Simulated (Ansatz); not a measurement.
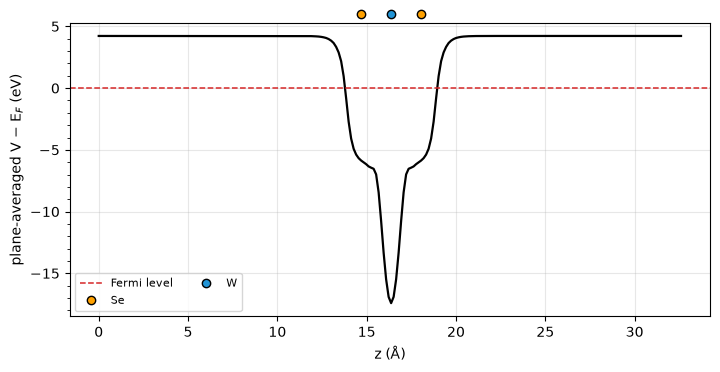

The picture shows: WSe2 (slab). Plane average of the electrostatic potential energy of an electron across the slab. Circles mark the heights of the atoms.

Changed on purpose from its base cell (strain along x -0.020, atoms relaxed).

The calculation used DFT PBE+D3(BJ), scalar-relativistic, plane waves, PAW in Ansatz 0.2.0.

In a PAW calculation such maps are meaningful between the atoms, not at the nuclei.

Input file:

```
crystal:
  lattice:
    - [3.2198104898, 0.0, 0.0]
    - [-1.6099052449, 2.845344571, 0.0]
    - [0.0, 0.0, 32.7374893303]
  atoms:
    - { symbol: Se, position: [0.3333333333, 0.6666666667, 0.4485393953] }
    - { symbol: W, position: [0.6666666667, 0.3333333333, 0.5] }
    - { symbol: Se, position: [0.3333333333, 0.6666666667, 0.5514606047] }
  periodic: [true, true, false]
basis:
  ecutwfc: 420
kpoints:
  mp_grid: { grid: [12, 12, 1] }
  band_path:
    path:
      - [0, 0, 0]
      - [0.5, 0, 0]
      - [0.3333333333333, 0.3333333333333, 0]
      - [0, 0, 0]
    npoints: 8
hamiltonian:
  xc: pbe
  dispersion: d3bj
scf:
  occupations: { method: gaussian, width: 0.02 }
output:
  forces: true
  stress: true
  eigenvalues: true
  write_density: true
  write_potential: true
  elf: true
  volumetric_format: npy
relax:
  adjacent_minimum: "off"
  f_tol: 0.01
  max_steps: 40
```

Run with:

```sh
ansatz run input.yaml --threads 2 --pin off --max-ram 5120MiB --backend cpu --events-out ev --progress --plain --runs-dir out
```

How far above the Fermi level of the calculation is the vacuum level?

4.2 eV. The slab has a gap, so the Fermi level lies inside it and this isn't a work function in the metallic sense.

What are the slab's thickness and the vacuum gap?

The outermost nuclei are 3.4 Å apart, in 3 atomic planes; the vacuum between periodic images is 29.3 Å wide.
